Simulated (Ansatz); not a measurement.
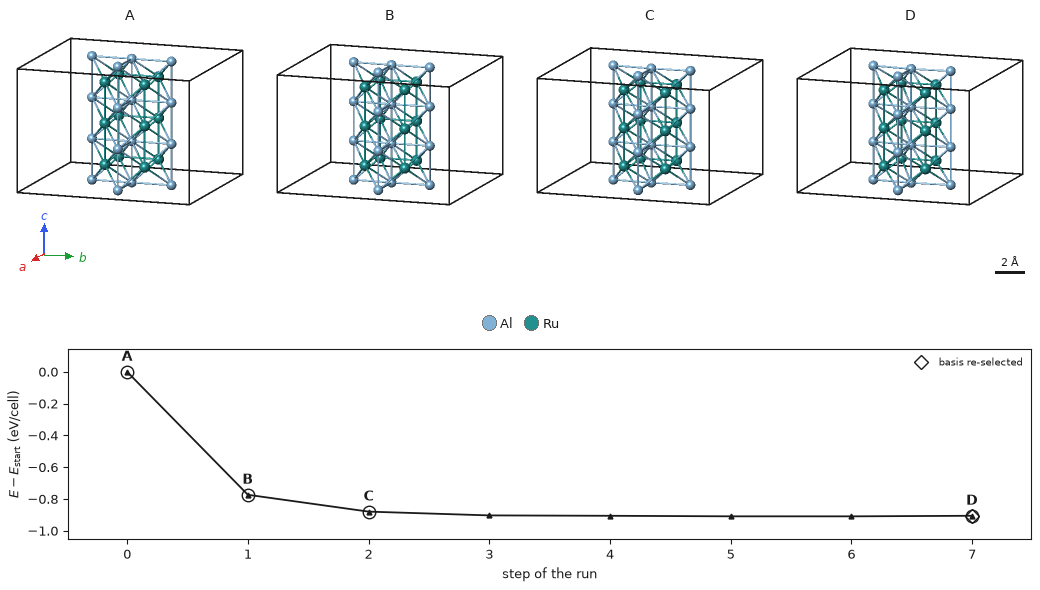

Frames of a relaxation of a wire of composition AlRu, marked on the history of the run. Style: ball-and-stick. Shown: the 3 repeat of the cell, with the vacuum cut short, slightly off an axis.

Case: wire along [0 0 1], 8 atoms a period.

Theory: Ansatz 0.2.0, DFT PBE, scalar-relativistic, plane waves, PAW. (plane-wave cutoff 420 eV; k-point mesh 1 × 1 × 18; occupations gaussian; smearing width 0.05 eV; no spin polarisation; cell relaxed at fixed a, b, alpha, beta, gamma; force threshold 0.02 eV/Å; at most 45 steps)

Question: Describe the path.

Answer: After 6 accepted moves (7 points after the start) the energy has fallen by 0.905 eV per cell of the calculation. Largest force component: 1.1 eV/Å at the start, 0.008 eV/Å at the end. The SCF was repeated once at an unchanged geometry on a basis and grid sized afresh for the cell, which shifted the energy by 3.6 meV per cell of the calculation at most. The largest moves relative to the centre of the atoms, 0.19 Å, are those of Ru atoms. By element the largest moves are Ru 0.19 Å, Al 0.14 Å. Along the periodic axis the drawn cell goes c 9.012 → 8.297 Å (−7.9 %). Among the contacts that change: Ru–Ru 3.004 → 2.616 Å, Al–Al 3.004 → 2.766 Å, Ru–Ru 3.004 → 2.766 Å, Al–Al 3.004 → 2.835 Å. From step 0 to 1: Ru atoms move most (0.14 Å), energy −0.773 eV per cell of the calculation. From step 1 to 2: Ru atoms move most (0.07 Å), energy −0.106 eV per cell of the calculation. From step 2 to 7: Al and Ru atoms move most (0.06 Å), energy −26.1 meV per cell of the calculation.

Limits of the set-up: the k-point mesh is coarse for a cell with partly filled bands.
